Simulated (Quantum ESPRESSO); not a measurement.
# Se: 7 runs along one coordinate

System: Se (2 atoms in the cell).
Method: Kohn-Sham DFT of a periodic cell, PBE, SSSP 1.3 efficiency PBE, no spin polarisation (Quantum ESPRESSO 7.5).

The 7 runs differ only in the geometry, by an even scaling of the cell at fixed fractional positions. The structure derives from a Materials Project entry.

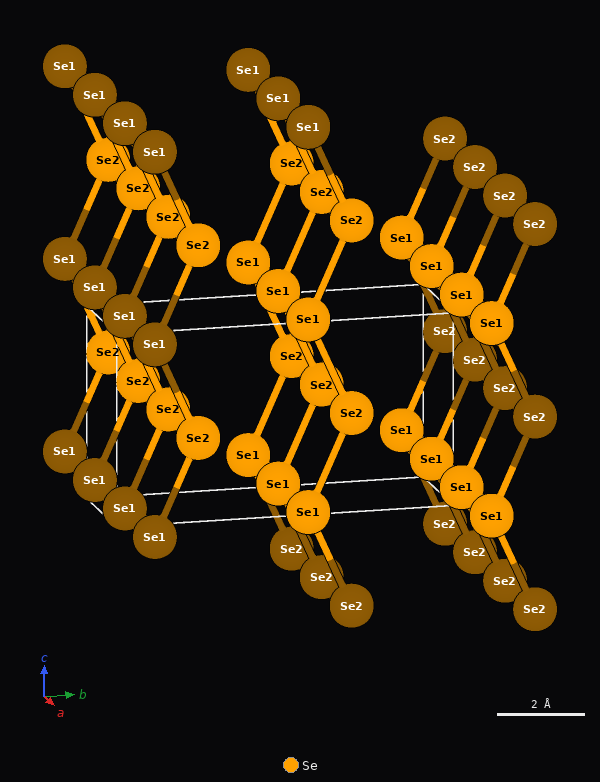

Figure 1. The structure of run 4 (ball-and-stick view of the cell 2 times as large as that of the calculation, set on its symmetry axes, repeated 3 × 1 × 2, seen slightly off an axis; neighbours outside the cell are drawn fainter; atoms are numbered from 1 in the order of the input).

**Input of run 4**
```
&CONTROL
  calculation = 'scf'
  prefix = 'pwscf'
  outdir = './tmp'
  pseudo_dir = './pseudo'
  tprnfor = .true.
  tstress = .true.
  disk_io = 'low'
/
&SYSTEM
  ibrav = 0
  nat = 2
  ntyp = 1
  ecutwfc = 55
  ecutrho = 440
  nbnd = 12
  occupations = 'smearing'
  smearing = 'fd'
  degauss = 0.00367493
/
&ELECTRONS
  conv_thr = 4d-10
  electron_maxstep = 120
  mixing_beta = 0.5
/
ATOMIC_SPECIES
Se    78.9710 Se_pbe_v1.uspp.F.UPF
CELL_PARAMETERS angstrom
   1.3942694300   -4.0390027650    0.0000000000
   1.3942694300    4.0390027650    0.0000000000
   0.0000000000    0.0000000000    4.6134314000
ATOMIC_POSITIONS crystal
Se     0.0643446800    0.9356553200    0.2500000000
Se     0.9356553200    0.0643446800    0.7500000000
K_POINTS automatic
10 10 6 0 0 0
```

**File pp_density.in of run 4**
```
&INPUTPP
  prefix = 'pwscf'
  outdir = './tmp'
  filplot = 'density.dat'
  plot_num = 0
/
&PLOT
  nfile = 1
  filepp(1) = 'density.dat'
  iflag = 3
  output_format = 6
  fileout = 'density.cube'
/
```

**File pp_potential.in of run 4**
```
&INPUTPP
  prefix = 'pwscf'
  outdir = './tmp'
  filplot = 'potential.dat'
  plot_num = 11
/
&PLOT
  nfile = 1
  filepp(1) = 'potential.dat'
  iflag = 3
  output_format = 6
  fileout = 'potential.cube'
/
```

Command:
```bash
OMP_NUM_THREADS=1 pw.x -in pw.in > pw.out
OMP_NUM_THREADS=1 pp.x -in pp_density.in > pp_density.out
OMP_NUM_THREADS=1 pp.x -in pp_potential.in > pp_potential.out
```

Run 2 has the same physical settings and fractional positions; its lattice vectors (Å) are:
```
   1.375426   -3.984415    0.000000
   1.375426    3.984415    0.000000
   0.000000    0.000000    4.551080
```

**Results, with one run withheld**

```csv
run,volume per atom (Å³),"free energy per atom, from the lowest run given (meV)",pressure (GPa)
1,24.422,36.53,5.70
2,24.941,?,?
3,25.461,9.52,2.71
4,25.980,2.80,1.43
5,26.500,0.00,0.29
6,27.020,0.72,−0.74
7,27.539,4.61,−1.67
```

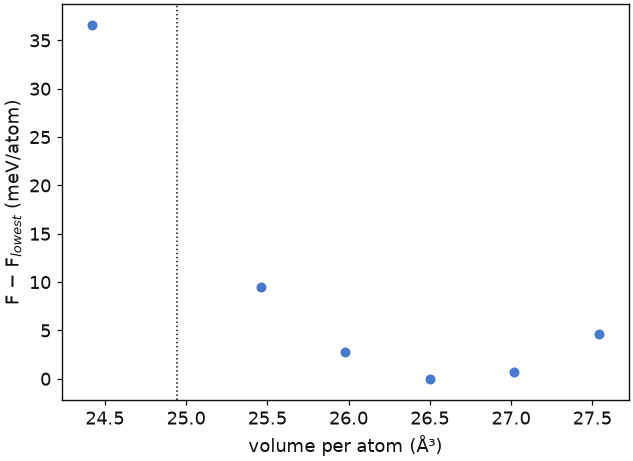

Figure 2. Free energy per atom of the runs given; the dotted line marks run 2.

What should run 2 give?

A cubic polynomial in V^(−2/3) (the Birch–Murnaghan form), fitted to the 6 runs given, misses them by under 0.01 meV per atom. With x = V^(−2/3) − 0.11359 Å⁻², it reads F = 1.6718 + 2422 x + 8.1171e+05 x² + 1.5446e+06 x³ (meV per atom). At run 2 it gives 20.61 meV per atom, and the run itself gives 20.60. The slope of the fit gives a pressure −dF/dV of 4.14 GPa there, and the run prints 4.12 GPa. The fit has its minimum at 26.646 Å³ per atom, where V d²F/dV² gives 54 GPa. Cell shape and fractional positions are held, so this is the stiffness under even scaling; the relaxed bulk modulus wasn't computed and can be far lower in a crystal of layers, chains or molecules like this one.

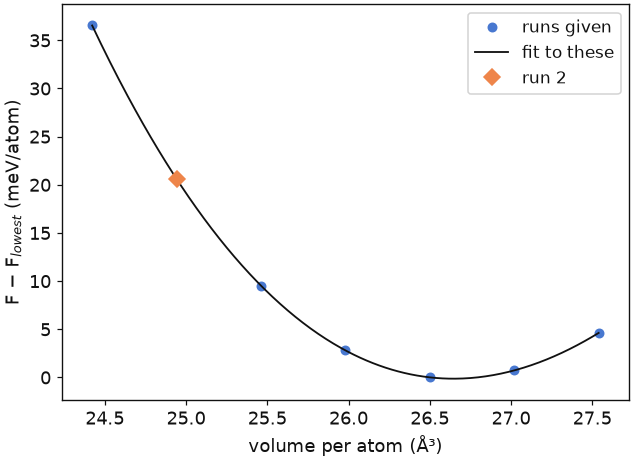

Figure 3. The fit and the withheld run.

**Some lines of the output (run 2)**
```
[...]
     unit-cell volume          =     336.6222 (a.u.)^3
     number of k points=   124  Fermi-Dirac smearing, width (Ry)=  0.0037
     total energy              =     -87.18002186 Ry
     total energy              =     -87.18022787 Ry
     total energy              =     -87.18037429 Ry
     total energy              =     -87.18049441 Ry
     total energy              =     -87.18049503 Ry
     total energy              =     -87.18049510 Ry
     the Fermi energy is     6.1537 ev
!    total energy              =     -87.18049511 Ry
     The total energy is F=E-TS. E is the sum of the following terms:
     Computing stress (Cartesian axis) and pressure
          total   stress  (Ry/bohr**3)                   (kbar)     P=       41.25
```
